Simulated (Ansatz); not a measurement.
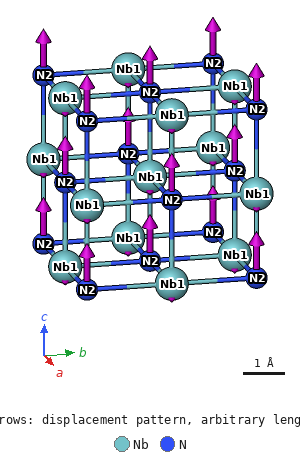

The lowest optical mode of solid NbN at 0.98 times its rest volume, space group Fm-3m (No. 225), at the zone centre. The purple arrows give the relative displacements of the atoms. A ball-and-stick model of the conventional cell (4 times the calculation's cell), seen slightly off an axis. Lengths and directions refer to the drawn axes.

Theory: DFT LDA, scalar-relativistic, plane waves, PAW (Ansatz).

Input
```yaml
crystal:
  lattice:
    - [0.0, 2.1639253146, 2.1639253146]
    - [2.1639253146, 0.0, 2.1639253146]
    - [2.1639253146, 2.1639253146, 0.0]
  atoms:
    - { symbol: Nb, position: [0.5, 0.5, 0.5] }
    - { symbol: "N", position: [0.0, 0.0, 0.0] }
basis:
  ecutwfc: 420
kpoints:
  mp_grid: { grid: [16, 16, 16] }
hamiltonian:
  xc: lda
scf:
  occupations: { method: fermi_dirac, width: 0.15 }
output:
  eigenvalues: true
phonons:
  method: dfpt
  eigenvectors: true
```

Launched with:
```bash
ansatz run input.yaml --threads 1 --pin off --max-ram 3072MiB --backend cpu --events-out ev --progress --plain --runs-dir out
```

The frequencies depend somewhat on the k-mesh and the smearing.

Is this crystal at a minimum with respect to the drawn distortion?

Yes: this softest mode has a real frequency, and so have all others here. That speaks for this wave vector alone: the rest of the zone wasn't checked in this run. This is the T₁u mode (triply degenerate; one member of the set is drawn) at 447 cm⁻¹, the only optical level, infrared-active by symmetry. The N sublattice moves against the Nb sublattice, along c; it stretches the shortest N–Nb bonds (2.16 Å); the kinetic energy is shared as N 87 %, Nb 13 %. The crystal is a metal, so free carriers screen the infrared response.
